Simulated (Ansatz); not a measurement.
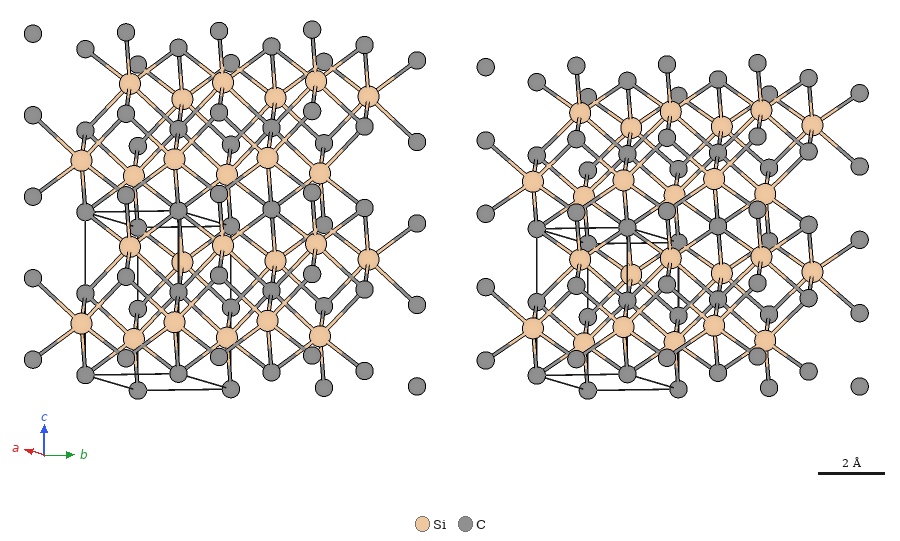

Two geometries of solid SiC (a generated structure, set up in P6_3/mmc) (coarse preliminary run), drawn at one scale. One is the start of a relaxation, the other its converged end. A ball-and-stick model of the cell of the calculation, repeated 2 × 3 × 2 with one cell outlined, seen from a free direction.

Level of theory: DFT PBE, scalar-relativistic, plane waves, PAW (Ansatz). (plane-wave cutoff 420 eV; k-point mesh 9 × 9 × 4; occupations gaussian; smearing width 0.1 eV; no spin polarisation; cell and atoms relaxed; force threshold 0.04 eV/Å; at most 70 steps)

Question: Which geometry has the lower energy?

Answer: The left one is the relaxed one. No atom moves by more than 0.005 Å relative to the cell. Cell: a = b 2.789 → 2.864 Å (+2.7 %), c 4.595 → 5.106 Å (+11.1 %). Volume +17.2 %. Among the contacts that change: C–Si 1.978 → 2.089 Å. Bond angles that change, for instance: C–Si–C 71.0° → 75.3°, C–Si–C 89.7° → 86.6°, Si–C–Si 89.7° → 86.6°. The space group stays P6_3/mmc (No. 194). Over 5 accepted moves (7 points after the start) the energy falls by 238 meV per atom. All forces vanish by symmetry, so only the cell relaxes. Pressure: 47.99 GPa at the start and 0.02 GPa at the end. The SCF was repeated twice at an unchanged geometry on a basis and grid sized afresh for the cell, which shifted the energy by 6.8 meV per atom at most.
